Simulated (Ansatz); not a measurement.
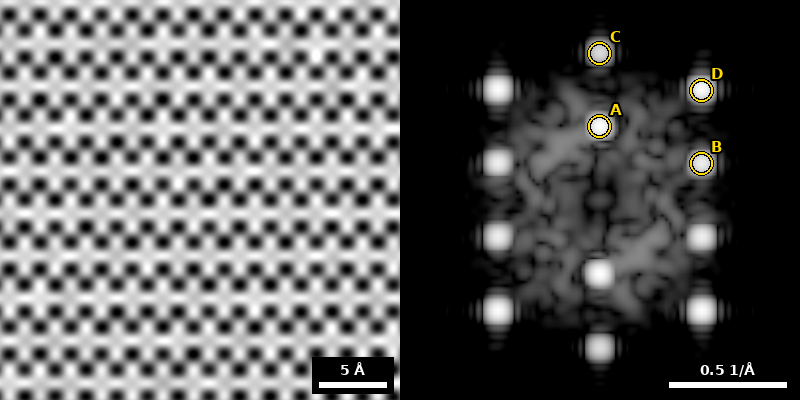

Phase-contrast TEM-like image of a crystal. Simulated in the weak-phase-object approximation with neutral-atom potentials: 80 kV, Cs = 20 µm, defocus −110 Å (negative is underfocus), defocus spread 8 Å, aperture 0.78 1/Å. The speckle of an amorphous layer was added.

The right panel is the modulus of the image's Fourier transform on a logarithmic scale.

Question: Which lattice spacings do the marked spots stand for, and what angle do A and B enclose?

Answer: A: 3.2 Å, B: 2.2 Å, C: 1.6 Å, D: 1.6 Å; A and B enclose about 70°.

The crystal is Ho (P6_3/mmc, No. 194) along [201]; the spots are (010), (1 0 -2), (020) and (1 1 -2). Model: the geometry relaxed with DFT PBE, scalar-relativistic, plane waves, PAW (Ansatz).
